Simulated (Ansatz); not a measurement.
Take the following structure.

Space group I4/mmm (No. 139). a = 2.879 Å, b = 2.879 Å, c = 4.197 Å, α = 90.00°, β = 90.00°, γ = 90.00°
```
atom  site  symmetry       x       y       z
  Ge    2a     4/mmm  0.0000  0.0000  0.0000
```

Q: What would you see if this were drawn?

A: The element is germanium. Strictly the space group is I4/mmm (No. 139, within 0.01 Å). It is a distorted form of a face-centred cubic structure, space group Fm-3m (No. 225) within 0.25 Å: face-centred cubic (Cu type). The cell holds four atoms.

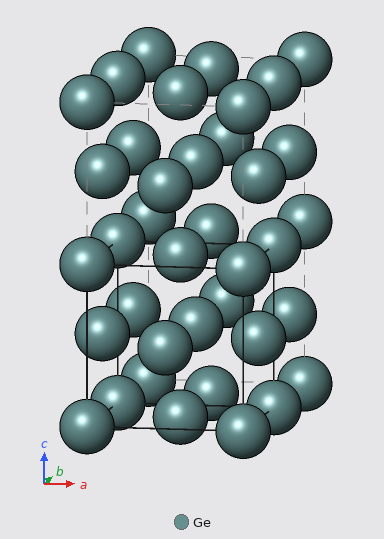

This spheres-only model is shown slightly off an axis. The drawn cell (a repeat of the simulation cell) (solid box) is repeated to 1×2×2 cells.

Starting structure: a structure listed in the Materials Project. The cell was then strained or its atoms displaced on purpose. A calculation with Ansatz used it as input.
